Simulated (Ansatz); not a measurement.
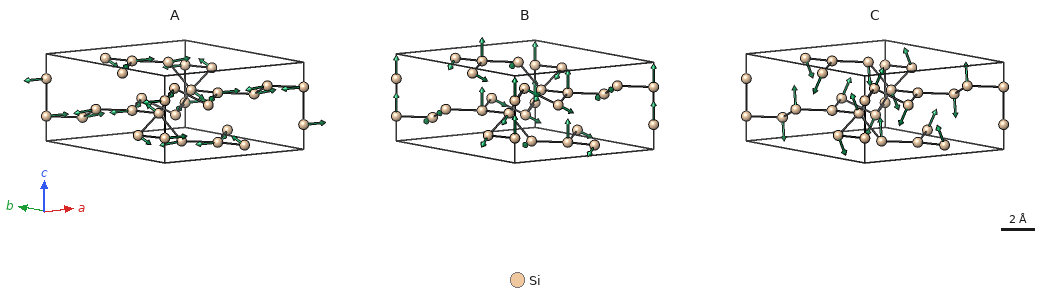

Modes of crystalline Si, space group R-3 (No. 148), at the zone centre (one member of each degenerate set). The green arrows are the displacements of the atoms (eigenvector over the root of the mass), of arbitrary overall length and sign. A ball-and-stick model of the conventional cell (3 times the calculation's cell), seen from a free direction. Lengths and directions refer to the drawn axes.

Computed with DFT LDA, scalar-relativistic, plane waves, PAW in Ansatz.

Question: Which are infrared-active and which Raman-active?

Answer: A is E_g, Raman-active by symmetry (159 cm⁻¹). B is A_u, infrared-active by symmetry (123 cm⁻¹). C is A_g, Raman-active by symmetry (154 cm⁻¹). The crystal has a centre of inversion, so no mode is both. In a metal the free carriers screen the infrared response.
